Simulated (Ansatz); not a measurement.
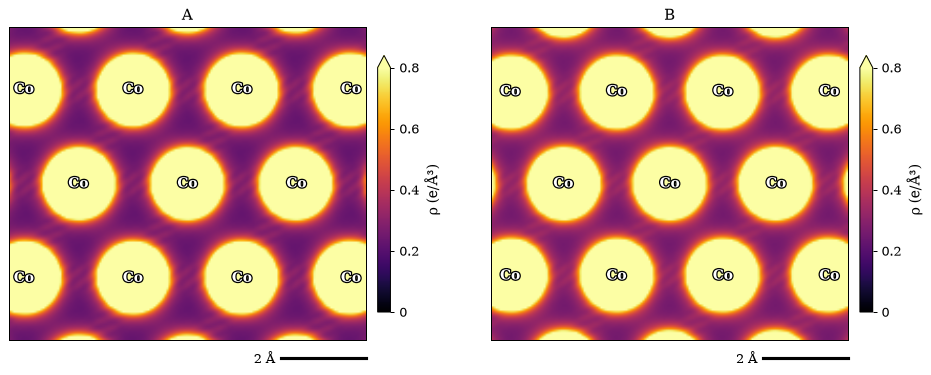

Co. The valence charge density (pseudo) of two cells that differ in size, on the (010) plane of each (indices in the axes of the calculation cell), at one length scale and on one colour scale: A has 12.1 Å³ an atom and B 11.2.

Theory: DFT, BLYP, plane waves (420 eV) with PAW, scalar-relativistic in Ansatz 0.2.0.

The density is the valence pseudo-density of a PAW calculation; it isn't the true density close to the nuclei.

The larger cell:

```cif
data_structure
_symmetry_space_group_name_H-M 'P 1'
_symmetry_Int_Tables_number 1
_cell_length_a 2.5767
_cell_length_b 2.5767
_cell_length_c 2.5767
_cell_angle_alpha 60.000
_cell_angle_beta 60.000
_cell_angle_gamma 60.000
_cell_volume 12.10
loop_
_atom_site_label
_atom_site_type_symbol
_atom_site_fract_x
_atom_site_fract_y
_atom_site_fract_z
_atom_site_occupancy
Co1 Co 0.00000 0.00000 0.00000 1
```

The smaller cell: a = 2.514 Å, b = 2.514 Å, c = 2.514 Å, α = 60.00°, β = 60.00°, γ = 60.00°.

What does the compression do to the bonding and the properties?

From the larger cell to the smaller, Co–Co goes from 2.58 to 2.51 Å, and the density at its midpoint from 0.29 to 0.32 e/Å³; the pressure goes from −19 to −8 GPa.
